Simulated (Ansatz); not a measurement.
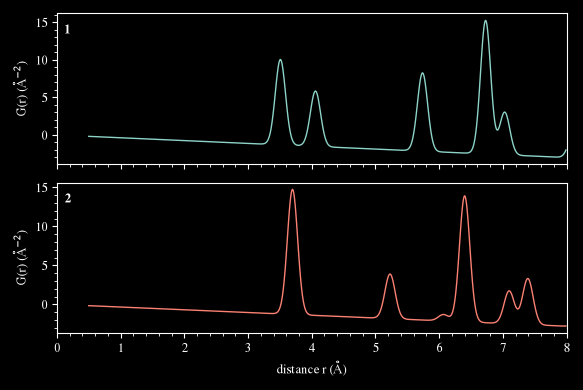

Simulated X-ray pair distribution function, G(r) = R(r)/r − 4πρ₀r, summed over the atomic distances of the structure with each pair weighted by the product of the atomic numbers (X-ray weights at Q = 0); every distance is a Gaussian of σ = 0.08 Å. There is no Q-range truncation.

Candidate polymorphs:

A. 
```cif
data_structure
_symmetry_space_group_name_H-M 'P 1'
_symmetry_Int_Tables_number 1
_cell_length_a 4.0576
_cell_length_b 4.0576
_cell_length_c 4.0576
_cell_angle_alpha 90.000
_cell_angle_beta 90.000
_cell_angle_gamma 90.000
_cell_volume 66.80
loop_
_atom_site_label
_atom_site_type_symbol
_atom_site_fract_x
_atom_site_fract_y
_atom_site_fract_z
_atom_site_occupancy
Yb1 Yb 0.00000 0.00000 0.00000 1
Yb2 Yb 0.50000 0.50000 0.50000 1
```

B. 
Space group P6_3/mmc (No. 194). a = 3.688 Å, b = 3.688 Å, c = 12.141 Å, α = 90.00°, β = 90.00°, γ = 120.00°
| atom | site | symmetry | x | y | z |
| --- | --- | --- | --- | --- | --- |
| Yb | 2a | -3m. | 0.0000 | 0.0000 | 0.0000 |
| Yb | 2c | -6m2 | 0.3333 | 0.6667 | 0.2500 |

Origins: A, the input geometry of an electronic-structure calculation (not necessarily at equilibrium); the starting structure was generated, so it need not be a known form of this composition; B, the end point of a relaxation at fixed volume with DFT r2SCAN, scalar-relativistic, plane waves, PAW in Ansatz 0.2.0; the starting structure was generated, so it need not be a known form of this composition.

Question: Match each curve to its structure.

Answer: curve 1 is A (Yb, first clear peaks at 3.51 Å (Yb–Yb) and 4.06 Å (Yb–Yb)); curve 2 is B (Yb, first clear peaks at 3.70 Å (Yb–Yb) and 5.23 Å (Yb–Yb)).
